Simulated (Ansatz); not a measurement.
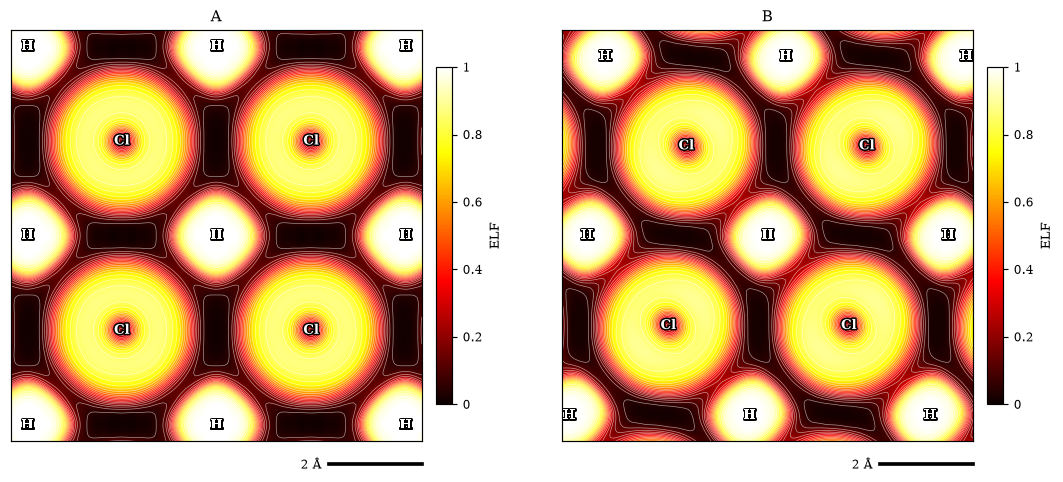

HCl. The electron localisation function of two cells that differ in size and shape, on the (101) plane of each (indices in the axes of the calculation cell), at one length scale and on one colour scale; one has 19.4 and the other 23.7 Å³ an atom.

Level of theory: DFT r2SCAN, scalar-relativistic, plane waves, PAW (Ansatz 0.2.0).

Core electrons are frozen (PAW), and the valence fields are smoothed inside the atomic spheres.

The larger cell:

```cif
data_structure
_symmetry_space_group_name_H-M 'P 1'
_symmetry_Int_Tables_number 1
_cell_length_a 4.0650
_cell_length_b 4.0650
_cell_length_c 4.0650
_cell_angle_alpha 60.000
_cell_angle_beta 60.000
_cell_angle_gamma 60.000
_cell_volume 47.50
loop_
_atom_site_label
_atom_site_type_symbol
_atom_site_fract_x
_atom_site_fract_y
_atom_site_fract_z
_atom_site_occupancy
H1 H 0.00000 0.00000 0.00000 1
Cl1 Cl 0.50000 0.50000 0.50000 1
```

The smaller cell: a = 3.876 Å, b = 3.876 Å, c = 3.678 Å, α = 61.68°, β = 61.68°, γ = 56.64°.

Question: Which is the denser cell? Describe the effect of the change.

Answer: Panel B is the smaller cell, by 18 % in volume. From the larger cell to the smaller, Cl–H goes from 2.87 to 2.60 Å, and the density at its midpoint from 0.11 to 0.19 e/Å³, the ELF there from 0.50 to 0.60; the pressure goes from −9 to −10 GPa.
